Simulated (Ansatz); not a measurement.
## Ti18O35: geometry relaxation (part 5 of 6)

The same run, continued: Ti18O35 (defect cell, 53 atoms in the cell); DFT PBE, scalar-relativistic, plane waves, PAW, spin-polarised (Ansatz 0.2.0); cutoff 420 eV, 2×1×2 k-mesh, Gaussian smearing of 0.05 eV, collinear spins. The structure derives from a Materials Project entry.

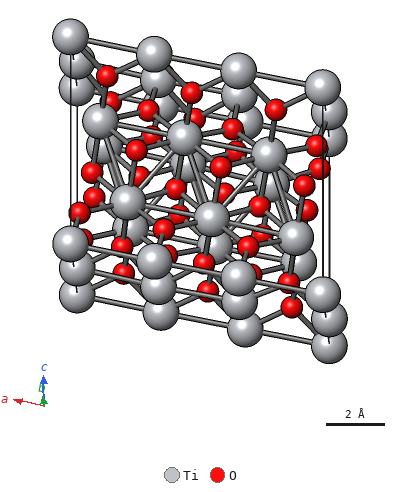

**Figure 1.** The geometry at step 3 of the log (ball-and-stick view of the cell of the calculation, seen at an oblique angle).

### Trajectory as extended XYZ (Å, eV, eV/Å), 9 frames, from step=1 to step=9
```
53
Lattice="8.9048 0.0000 0.0000 0.0004 9.4152 0.0000 1.4836 0.2424 7.0835" Properties=species:S:1:pos:R:3:forces:R:3 step=1 energy=-64923.46438
Ti    2.9508    2.6143    4.8714    0.8032  -0.8923  -0.3688
Ti    2.9799    7.3237    4.8486   -0.0245   0.1161  -0.2716
Ti    5.9480    2.6161    4.8486   -0.2662  -0.0171  -0.3611
Ti    5.9482    7.3237    4.8486    0.1229   0.0667  -0.3099
Ti    8.9163    2.6161    4.8486   -0.3907  -0.1239   0.1417
Ti    8.9165    7.3237    4.8486   -0.1075   0.1174  -0.2431
Ti    1.4933    2.3377    2.2452    0.3280  -0.0671  -0.3371
Ti    1.4935    7.0453    2.2452    0.0405  -0.0235  -0.0529
Ti    4.4616    2.3377    2.2452   -0.0676   0.0815   0.2278
Ti    4.4618    7.0453    2.2452   -0.0507   0.0424   0.0973
Ti    7.4298    2.3377    2.2452   -0.2289   0.0040  -0.1417
Ti    7.4301    7.0453    2.2452    0.0194  -0.0035   0.0112
Ti    0.0111    0.0020    0.0050   -0.1004  -0.2921   0.2061
Ti    0.0061    4.7188   -0.0105   -0.2917   0.4366   0.5737
Ti    2.9793    0.0020    0.0050    0.0782  -0.2029   0.0797
Ti    3.0204    4.7133   -0.0261    0.0618   0.4168   0.6173
Ti    5.9476    0.0020    0.0050    0.0626  -0.0495   0.1459
Ti    5.9478    4.7096    0.0050    0.3266   0.2318   0.4606
O     2.9813    8.7573    6.1826   -0.0535   0.0746  -0.0236
O     6.0026    4.0729    6.2099   -0.6060  -0.5776  -0.7351
O     5.9496    8.7573    6.1826   -0.1033   0.0320  -0.0637
O     8.9327    3.9895    6.2077    0.2010   0.5318  -0.2344
O     8.9179    8.7573    6.1826    0.0365   0.0481  -0.0515
O     1.5531    3.3968    3.9256   -0.9863   1.1890  -0.4491
O     1.4965    8.1503    3.8925   -0.0352   0.1686   0.0186
O     4.4689    3.4573    3.9314   -0.0004   0.1772   0.1322
O     4.4648    8.1503    3.8925    0.0406   0.1284   0.0388
O     7.4329    3.4427    3.8925   -0.0160   0.1486   0.1068
O     7.4331    8.1503    3.8925   -0.0505   0.1181   0.0847
O     3.0574    3.3428    1.3843   -0.8346  -0.2424  -0.1158
O     2.9806    8.0118    1.3825    0.0078   0.1612  -0.0503
O     5.9487    3.3042    1.3825    0.0809   0.0039   0.1153
O     5.9489    8.0118    1.3825    0.0002   0.0804  -0.0563
O     8.8773    3.2931    1.3401    0.6817   0.0792   0.1056
O     8.9172    8.0118    1.3825   -0.0189   0.1381  -0.0444
O     1.4795    1.6630    5.7301    0.3007   0.0292   0.1142
O     1.5033    6.3863    5.7237   -0.0196  -0.7438   0.1585
O     4.3959    1.6492    5.6972    0.5511   0.0566   0.4179
O     4.4420    6.3664    5.7199    0.1689  -0.4738  -0.0248
O     7.4332    1.6498    5.7110   -0.0064  -0.0125  -0.0807
O     7.4334    6.3574    5.7110    0.0595  -0.0446  -0.0382
O     2.9795    1.5111    3.2009   -0.0563  -0.0038  -0.1566
O     2.9798    6.2187    3.2009    0.0312  -0.1229   0.1286
O     5.9478    1.5111    3.2009    0.0772  -0.0541   0.3237
O     5.9480    6.2187    3.2009    0.0033  -0.1377   0.1160
O     8.9161    1.5111    3.2009    0.3246   0.0517  -0.0266
O     8.9163    6.2187    3.2009    0.0156  -0.1762   0.1074
O     1.4969    0.9041    0.9105    0.0575   0.2416   0.2265
O     1.5325    5.6337    0.9113   -0.3046  -0.8828  -0.6501
O     4.4652    0.9041    0.9105   -0.1061   0.0342  -0.0716
O     4.4654    5.6117    0.9105    0.1125   0.1659   0.1206
O     7.4334    0.9041    0.9105   -0.0186  -0.0630   0.0229
O     7.4336    5.6117    0.9105    0.1504   0.0355   0.0600
53
Lattice="8.9048 0.0000 0.0000 0.0004 9.4152 0.0000 1.4836 0.2424 7.0835" Properties=species:S:1:pos:R:3:forces:R:3 step=2 energy=-64923.78682
Ti    2.9640    2.5810    4.8241    0.3760  -1.0897  -0.6308
Ti    2.9783    7.3083    4.8458   -0.0749   0.1523  -0.1102
Ti    5.9440    2.6215    4.8278    0.1056  -0.0116   0.0764
Ti    5.9520    7.3258    4.8435    0.1808   0.0304  -0.0290
Ti    8.9140    2.6289    4.8555   -0.3804  -0.0289   0.1710
Ti    8.9195    7.3206    4.8409   -0.1008   0.0684  -0.0410
Ti    1.5031    2.3363    2.2473   -0.1450  -0.0262  -0.3583
Ti    1.4938    7.0209    2.2403   -0.0051   0.0151  -0.0222
Ti    4.4584    2.3423    2.2411    0.3366   0.0199  -0.1869
Ti    4.4614    7.0555    2.2642    0.0140   0.1477  -0.0236
Ti    7.4367    2.3441    2.2473   -0.1774  -0.0429  -0.0793
Ti    7.4286    7.0543    2.2619    0.0032   0.0769  -0.0885
Ti    0.0130   -0.0034    0.0125   -0.0976  -0.2539   0.1692
Ti   -0.0222    4.7293    0.0196   -0.7900   0.5247   0.5335
Ti    2.9784   -0.0059    0.0095    0.1043  -0.1795   0.0739
Ti    3.0308    4.7197   -0.0047    0.6228   0.5590   0.5339
Ti    5.9493    0.0040    0.0049    0.0209  -0.0024   0.0423
Ti    5.9370    4.7192    0.0133    0.2534  -0.0413  -0.0216
O     2.9785    8.7505    6.1803   -0.0430  -0.0221  -0.0368
O     5.9864    4.0711    6.1858   -0.3704  -0.4232  -0.3939
O     5.9481    8.7600    6.1783   -0.0944  -0.0528  -0.0220
O     8.9255    4.0470    6.1735    0.1163   0.0022  -0.0676
O     8.9216    8.7591    6.1766    0.0769  -0.0215  -0.0317
O     1.5364    3.4391    3.9151   -0.1696   0.4643  -0.1194
O     1.5002    8.1432    3.8828   -0.0017   0.0155   0.1033
O     4.4695    3.4746    3.9185   -0.3514  -0.0887   0.0694
O     4.4622    8.1626    3.9077   -0.0350  -0.0491  -0.0580
O     7.4346    3.4589    3.8927   -0.0286  -0.0313  -0.0271
O     7.4354    8.1684    3.9030   -0.0256  -0.0912  -0.0353
O     3.0283    3.3169    1.3668   -0.5880  -0.1199  -0.1234
O     2.9775    8.0120    1.3917   -0.0068   0.0291  -0.0317
O     5.9525    3.3151    1.3945    0.0430  -0.0632   0.0458
O     5.9480    8.0246    1.3953   -0.0151  -0.0109   0.0017
O     8.9051    3.3077    1.3673    0.4206  -0.0196  -0.1923
O     8.9194    8.0111    1.3921    0.0206   0.0331  -0.0479
O     1.4944    1.6691    5.7344    0.3272   0.2610  -0.0332
O     1.4979    6.3320    5.6989    0.1893  -0.3222   0.1201
O     4.4199    1.6604    5.7169    0.1190   0.2969   0.0508
O     4.4526    6.3281    5.6964   -0.0770  -0.3079   0.0506
O     7.4270    1.6510    5.7009    0.0986   0.0258  -0.0223
O     7.4361    6.3568    5.7067   -0.0116   0.0821  -0.0200
O     2.9838    1.4789    3.1666   -0.0163   0.3336   0.6030
O     2.9828    6.1998    3.2042    0.0487   0.0237   0.0755
O     5.9504    1.5105    3.1979   -0.0165   0.0119   0.2247
O     5.9481    6.2118    3.2090    0.0001   0.0536   0.1032
O     8.9314    1.5227    3.2077    0.1045  -0.0006  -0.0188
O     8.9136    6.2011    3.2042   -0.0168   0.0400   0.0470
O     1.5004    0.9040    0.9208    0.0020   0.1791   0.1143
O     1.5162    5.5879    0.9128   -0.1322  -0.2836  -0.3561
O     4.4618    0.9100    0.9028   -0.0367   0.1031   0.0840
O     4.4703    5.6279    0.9308   -0.2394  -0.0325  -0.0759
O     7.4354    0.9013    0.9179    0.0079   0.0867   0.0573
O     7.4155    5.6249    0.9319    0.4552  -0.0193  -0.0458
53
Lattice="8.9048 0.0000 0.0000 0.0004 9.4152 0.0000 1.4836 0.2424 7.0835" Properties=species:S:1:pos:R:3:forces:R:3 step=3 energy=-64924.06177
Ti    2.9831    2.4696    4.7338   -0.1733  -0.5077   0.0193
Ti    2.9773    7.2959    4.8473   -0.0576  -0.0552   0.1052
Ti    5.9433    2.6234    4.8073    0.1041   0.1240   0.5036
Ti    5.9591    7.3314    4.8469    0.1156  -0.1663   0.2279
Ti    8.9081    2.6390    4.8639    0.1394   0.1971   0.0348
Ti    8.9246    7.3191    4.8400   -0.0544  -0.0863   0.1197
Ti    1.4987    2.3267    2.2344   -0.5553   0.2719  -0.2289
Ti    1.4955    6.9980    2.2384    0.0316   0.0493   0.2413
Ti    4.4590    2.3472    2.2143    0.6298   0.1137  -0.3976
Ti    4.4666    7.0863    2.2885    0.0410   0.2364   0.0240
Ti    7.4410    2.3467    2.2420   -0.0470  -0.1035   0.1488
Ti    7.4274    7.0828    2.2825   -0.0341   0.2401   0.0577
Ti    0.0138   -0.0155    0.0263    0.0503   0.0696  -0.0436
Ti   -0.0953    4.7710    0.0795   -0.9174   0.5697   0.3968
Ti    2.9803   -0.0200    0.0187   -0.0044   0.1039  -0.0918
Ti    3.0737    4.7594    0.0506    0.9757   0.5528   0.3600
Ti    5.9538    0.0074    0.0042   -0.0377   0.0981  -0.1199
Ti    5.9291    4.7263    0.0142   -0.0130  -0.2731  -0.4691
O     2.9747    8.7404    6.1828   -0.0092  -0.0802  -0.0296
O     5.9567    4.0570    6.1564   -0.1849  -0.0609   0.0532
O     5.9456    8.7561    6.1835   -0.0395  -0.0668   0.0557
O     8.9187    4.1032    6.1357    0.1424  -0.4140   0.1370
O     8.9301    8.7581    6.1745    0.0600  -0.0397   0.0540
O     1.5274    3.4743    3.8981    0.3947  -0.5056   0.0758
O     1.5046    8.1374    3.8829    0.0300  -0.1268   0.0827
O     4.4471    3.4599    3.8997   -0.3717  -0.2352  -0.1821
O     4.4601    8.1798    3.9313   -0.0991  -0.1561  -0.1385
O     7.4350    3.4682    3.8849    0.0256  -0.1289  -0.1233
O     7.4394    8.1887    3.9217    0.0290  -0.1841  -0.1772
O     2.9674    3.2712    1.3272    0.0077   0.2679  -0.0965
O     2.9733    8.0142    1.4045   -0.0540  -0.0575  -0.0198
O     5.9626    3.3216    1.3950   -0.0653  -0.1101   0.0293
O     5.9491    8.0521    1.4133   -0.0063  -0.0699   0.0315
O     8.9396    3.3047    1.3627   -0.0282   0.0025  -0.3235
O     8.9273    8.0126    1.4047    0.0591  -0.0466  -0.0397
O     1.5192    1.6807    5.7467    0.1102   0.1783  -0.1557
O     1.4997    6.2678    5.6773    0.2957   0.2565   0.0735
O     4.4585    1.6792    5.7506   -0.2738   0.1570  -0.3222
O     4.4628    6.2749    5.6696   -0.2504   0.0548   0.1686
O     7.4265    1.6525    5.6924    0.1623  -0.0262   0.0860
O     7.4401    6.3658    5.7090   -0.0616   0.1519  -0.0036
O     2.9871    1.4371    3.1129    0.1019   0.2370   1.0085
O     2.9948    6.1919    3.2110   -0.0599   0.1300  -0.0994
O     5.9482    1.5125    3.1983   -0.0650  -0.0089  -0.1335
O     5.9513    6.2236    3.2248    0.0129   0.1568   0.0007
O     8.9430    1.5305    3.2125   -0.2202  -0.0698  -0.0277
O     8.9071    6.1960    3.2112    0.0141   0.1556  -0.0666
O     1.5031    0.9044    0.9260   -0.0912  -0.1635  -0.0953
O     1.4881    5.5512    0.8999    0.0832  -0.1240  -0.4046
O     4.4602    0.9163    0.8914    0.1349   0.0704   0.2072
O     4.4942    5.6629    0.9618   -0.5082  -0.3671  -0.2766
O     7.4382    0.9013    0.9242   -0.0226   0.0979   0.0303
O     7.3868    5.6597    0.9661    0.5542  -0.3093  -0.2674
53
Lattice="8.9048 0.0000 0.0000 0.0004 9.4152 0.0000 1.4836 0.2424 7.0835" Properties=species:S:1:pos:R:3:forces:R:3 step=4 energy=-64924.53264
Ti    2.9825    2.3646    4.7130   -0.1113  -0.6222  -1.2126
Ti    2.9732    7.2757    4.8489   -0.0647   0.1298   0.2014
Ti    5.9451    2.6362    4.8243    0.0929  -0.0959   0.1101
Ti    5.9627    7.3117    4.8820   -0.1109   0.0159   0.0281
Ti    8.9186    2.6537    4.8497    0.1054  -0.0856  -0.1234
Ti    8.9243    7.2966    4.8484    0.1727   0.2885   0.0683
Ti    1.4698    2.3536    2.1939   -0.2125   0.1455  -0.1450
Ti    1.4991    6.9516    2.2326   -0.0259   0.0551   0.1404
Ti    4.4776    2.3701    2.1871    0.2092  -0.0508  -0.1015
Ti    4.4744    7.1386    2.2976    0.0985   0.5358   0.3230
Ti    7.4294    2.3419    2.2457    0.0970  -0.2986   0.1819
Ti    7.4217    7.1280    2.2954   -0.0562   0.5087   0.3039
Ti    0.0148   -0.0272    0.0210    0.0043   0.0108   0.0143
Ti   -0.2190    4.8653    0.1575    0.4640   0.1541   0.1918
Ti    2.9783   -0.0276    0.0079   -0.0813   0.0243   0.0651
Ti    3.2119    4.8642    0.1504   -0.6515   0.1414   0.2527
Ti    5.9558    0.0340    0.0023    0.0810   0.1358  -0.1837
Ti    5.9313    4.6539   -0.0633    0.1637   0.0050  -0.0069
O     2.9718    8.7444    6.1610    0.0329  -0.1390  -0.0920
O     5.8752    4.0524    6.1557    0.0091  -0.0417  -0.0067
O     5.9571    8.7480    6.2014    0.0212  -0.1971  -0.1479
O     8.9818    4.0825    6.1425    0.0463  -0.1947   0.0347
O     8.9239    8.7431    6.1848   -0.0124  -0.2244  -0.1493
O     1.5550    3.4364    3.8888    0.3544  -0.1978   0.2323
O     1.5013    8.1007    3.8782   -0.0132  -0.0776   0.0549
O     4.4136    3.4247    3.8916   -0.3123  -0.0032   0.0642
O     4.4577    8.1729    3.9501   -0.0707  -0.0960  -0.2120
O     7.4339    3.4732    3.8836   -0.0124   0.0019  -0.0917
O     7.4422    8.1832    3.9407    0.1050  -0.0941  -0.2023
O     2.9521    3.3179    1.3309    0.1684   0.0944  -0.0993
O     2.9582    7.9934    1.3852    0.0533  -0.1036   0.0161
O     5.9653    3.2992    1.3584   -0.1021   0.0360  -0.0520
O     5.9520    8.1051    1.4417    0.0011  -0.2707   0.1692
O     8.9309    3.3287    1.3329   -0.0583  -0.0936  -0.1110
O     8.9446    7.9893    1.3877   -0.0660  -0.0832   0.0292
O     1.5170    1.6639    5.7318   -0.0307   0.2060  -0.0846
O     1.5184    6.2788    5.7143   -0.0189   0.1193  -0.0526
O     4.4633    1.6583    5.7298   -0.1259   0.1635  -0.1636
O     4.4431    6.2863    5.7221    0.0737   0.0624  -0.0245
O     7.4467    1.6775    5.7055   -0.0526  -0.0953   0.0785
O     7.4420    6.3294    5.6915   -0.0693   0.0207   0.0413
O     2.9821    1.4275    3.1046    0.0320  -0.0144   0.9445
O     3.0090    6.1868    3.1947   -0.0381  -0.0060  -0.0463
O     5.9405    1.5232    3.1980    0.0238   0.0123  -0.1607
O     5.9486    6.2557    3.2452    0.0418  -0.0045  -0.0907
O     8.9322    1.5341    3.1940   -0.1281   0.0362  -0.0268
O     8.8988    6.1897    3.1983   -0.0278   0.0055  -0.0162
O     1.5019    0.9047    0.9092   -0.0006   0.0620   0.0669
O     1.4877    5.5028    0.8367    0.0839   0.2242   0.1044
O     4.4504    0.9247    0.8946    0.0163   0.1722   0.1733
O     4.5905    5.6870    0.9879   -0.2998  -0.2156  -0.1926
O     7.4530    0.9041    0.9259   -0.0321   0.1549   0.0951
O     7.3137    5.6878    0.9839    0.2337  -0.2171  -0.1898
53
Lattice="8.9048 0.0000 0.0000 0.0004 9.4152 0.0000 1.4836 0.2424 7.0835" Properties=species:S:1:pos:R:3:forces:R:3 step=5 energy=-64924.66976
Ti    2.9789    2.2507    4.6386   -0.0348   0.0494  -0.0773
Ti    2.9716    7.2842    4.8631   -0.0366  -0.1553   0.2977
Ti    5.9376    2.6350    4.8221   -0.0605   0.1796   0.2520
Ti    5.9606    7.3098    4.8864   -0.1246  -0.1398   0.2016
Ti    8.9287    2.6510    4.8352    0.1787   0.1530   0.1384
Ti    8.9294    7.3097    4.8599    0.1629   0.0703   0.1570
Ti    1.4645    2.3509    2.1705   -0.2561   0.3368  -0.3304
Ti    1.4976    6.9651    2.2586    0.0219   0.0124   0.0973
Ti    4.4842    2.3611    2.1722    0.2428   0.1995  -0.1997
Ti    4.4761    7.1821    2.3154    0.0710   0.2875   0.1364
Ti    7.4291    2.3294    2.2489    0.1032  -0.1461   0.0464
Ti    7.4211    7.1695    2.3142   -0.0754   0.3073   0.1519
Ti    0.0124   -0.0289    0.0181    0.0237   0.1362  -0.0171
Ti   -0.2248    4.9068    0.2002    0.8366  -0.4474  -0.4303
Ti    2.9771   -0.0303    0.0022   -0.0314   0.0600   0.0031
Ti    3.2193    4.9096    0.1978   -0.9625  -0.4509  -0.3435
Ti    5.9579    0.0437   -0.0085    0.0197   0.1389  -0.2181
Ti    5.9361    4.6346   -0.0833    0.1218   0.0028  -0.0333
O     2.9712    8.7414    6.1627    0.0341  -0.0634  -0.0404
O     5.8274    4.0549    6.1592    0.2306   0.0239   0.0211
O     5.9607    8.7360    6.2002    0.0437  -0.0593  -0.0238
O     9.0288    4.0697    6.1559   -0.1730  -0.0330   0.0140
O     8.9218    8.7319    6.1902   -0.0521  -0.1089  -0.0492
O     1.5879    3.3924    3.8814    0.1225  -0.1041   0.0107
O     1.5029    8.1122    3.8987   -0.0692  -0.0121  -0.0759
O     4.3753    3.3899    3.8790   -0.0730  -0.0788  -0.0397
O     4.4518    8.1859    3.9572    0.0476  -0.0192  -0.2098
O     7.4330    3.4717    3.8787   -0.0215  -0.0233  -0.0224
O     7.4485    8.1975    3.9490    0.0232  -0.0193  -0.1994
O     2.9505    3.3266    1.3260    0.1453  -0.1094   0.1646
O     2.9541    7.9991    1.3908    0.0708  -0.0327  -0.0312
O     5.9623    3.2931    1.3505   -0.1221   0.0576  -0.0524
O     5.9534    8.1202    1.4539   -0.0099  -0.1579   0.0840
O     8.9372    3.3275    1.3197   -0.0161  -0.1282   0.1284
O     8.9466    7.9991    1.3974   -0.0691  -0.0350  -0.0138
O     1.5140    1.6393    5.7005   -0.2335  -0.0525   0.1024
O     1.5267    6.2979    5.7369   -0.1344   0.1343  -0.1129
O     4.4583    1.6281    5.6920    0.1445  -0.0360   0.0580
O     4.4369    6.3004    5.7430    0.1769   0.1766  -0.1322
O     7.4486    1.6802    5.7011   -0.0857  -0.1276   0.0699
O     7.4417    6.3271    5.6903   -0.0691  -0.0459   0.0569
O     2.9816    1.3518    3.0845    0.0068  -0.1611   0.1583
O     3.0110    6.2038    3.2014   -0.0575  -0.0386  -0.0397
O     5.9417    1.5165    3.1854    0.0364   0.0150  -0.0669
O     5.9501    6.2746    3.2444    0.0091  -0.0032  -0.0103
O     8.9283    1.5278    3.1793   -0.1032   0.0207   0.0235
O     8.8933    6.2059    3.2087    0.0508  -0.0483  -0.0414
O     1.5010    0.9070    0.8956    0.0083   0.0439   0.0250
O     1.4892    5.5228    0.8484    0.0691   0.3275   0.3339
O     4.4500    0.9324    0.8864   -0.0169   0.0324   0.0299
O     4.5953    5.6955    0.9999    0.1135   0.0178   0.0117
O     7.4540    0.9134    0.9204   -0.0147   0.0330   0.0030
O     7.3140    5.6950    0.9970   -0.2125   0.0208   0.0335
```
